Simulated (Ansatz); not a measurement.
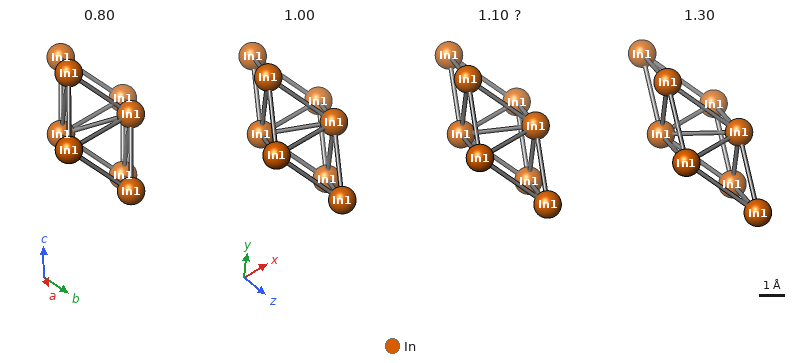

A crystal of In (I4/mmm): the ratio of the cell's length along z to its lengths across, counted as 1 for the reference, is changed at fixed volume (a c/a path), with the atoms kept at their fractional coordinates. x, y and z are the Cartesian axes of the input. The picture is a ball-and-stick view of the cell of the calculation, seen slightly off an axis.

All numbers below come from DFT PBE, scalar-relativistic, plane waves, PAW in Ansatz 0.2.0. Settings: plane-wave cutoff 420 eV; k-point mesh 22 × 22 × 22; occupations gaussian; smearing width 0.15 eV; no spin polarisation. Energies (free energies at the smearing named) are counted from the cell as listed in its source, which wasn't relaxed.

```tsv
axial ratio over its reference value	energy change (meV/atom)
0.80	6.3
0.85	1.4
0.92	1.2
0.96	0.5
1.00	0.0
1.05	2.0
1.10	?
1.20	31.1
1.30	75.0
```

Question: Fill in the missing row.

Answer: A straight line between the two neighbours gives 11.7 meV/atom. A cubic through the four nearest rows (1.00, 1.05, 1.20, 1.30) gives, with Lagrange weights, (−0.3333)(0.0) + (1.0667)(2.0) + (0.3333)(31.1) + (−0.0667)(75.0) = 7.5 meV/atom. The calculation gives 7.2 meV/atom, so the cubic is 0.3 meV/atom too high and the straight line 4.5 meV/atom too high, as the curve bends upwards here.

The whole profile:

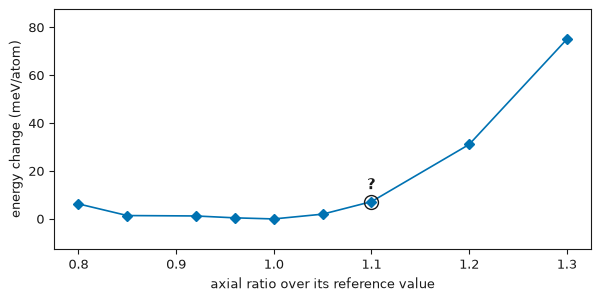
